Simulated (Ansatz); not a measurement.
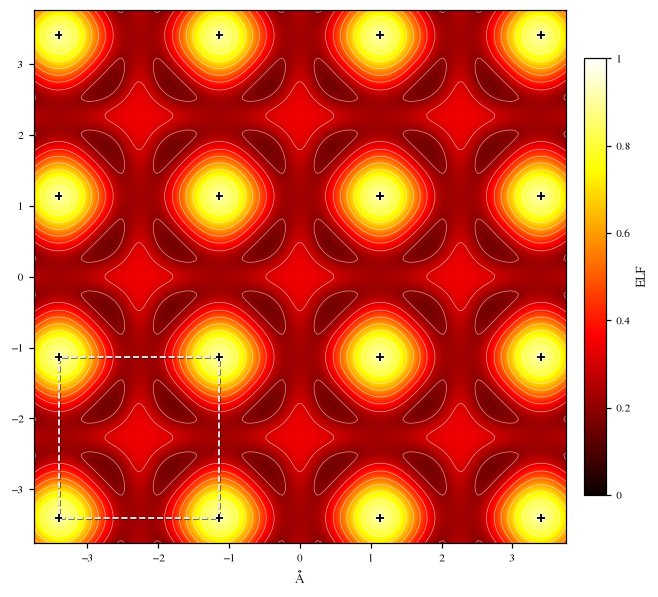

The electron localisation function on a plane through atoms (crosses mark nuclei in the plane).

These are results of DFT, PBE, plane waves (420 eV) with PAW, scalar-relativistic in Ansatz, not measurements.

Candidates:
A. Fe, a = 2.27 Å, b = 2.27 Å, c = 2.27 Å, α = 90.00°, β = 90.00°, γ = 90.00°. Space group Pm-3m; set up as Fe, simple cubic; a generated structure, not necessarily the stable one; computed without spin polarisation.
B. Ge, a = 4.28 Å, b = 4.28 Å, c = 4.28 Å, α = 90.00°, β = 90.00°, γ = 90.00°. Space group Fm-3m; set up as Ge, fcc; a generated structure, not necessarily the stable one.

Q: Which system is this?

A: Candidate A: Fe on the (010) plane of the conventional cell, which holds Fe. Fe–Fe (2.27 Å): the ELF is about 0.25 at the midpoint; no localised pair shows between them.
